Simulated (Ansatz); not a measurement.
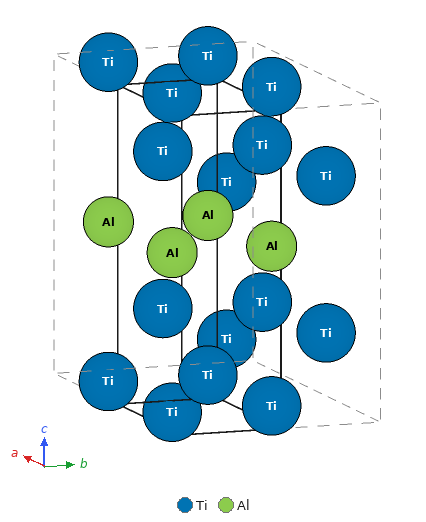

This spheres-only model is shown from a general direction. The structure is repeated 2×2×1 times; solid lines mark one conventional unit cell.

Ti₃Al, space group P-6m2 (No. 187), a = 2.81 Å, b = 2.81 Å, c = 9.70 Å, α = 90.00°, β = 90.00°, γ = 120.00°.

Theory: Ansatz 0.2.0, DFT PBE, scalar-relativistic, plane waves, PAW. Numerical settings: plane-wave cutoff 420 eV, an 18×18×6 k-point grid, Gaussian smearing of 0.1 eV, no spin polarisation.

Question: What is the electronic character?

Answer: A metal: bands cross the Fermi level.

Question: Under what pressure is the structure?

Answer: The computed pressure is 3.3 GPa (compressed: it would expand). The stress isn't hydrostatic: its largest component is 7.1 GPa.

The structure was taken from a structure listed in the Materials Project. The cell was then strained or its atoms displaced on purpose. It was run through Ansatz as a DFT input.
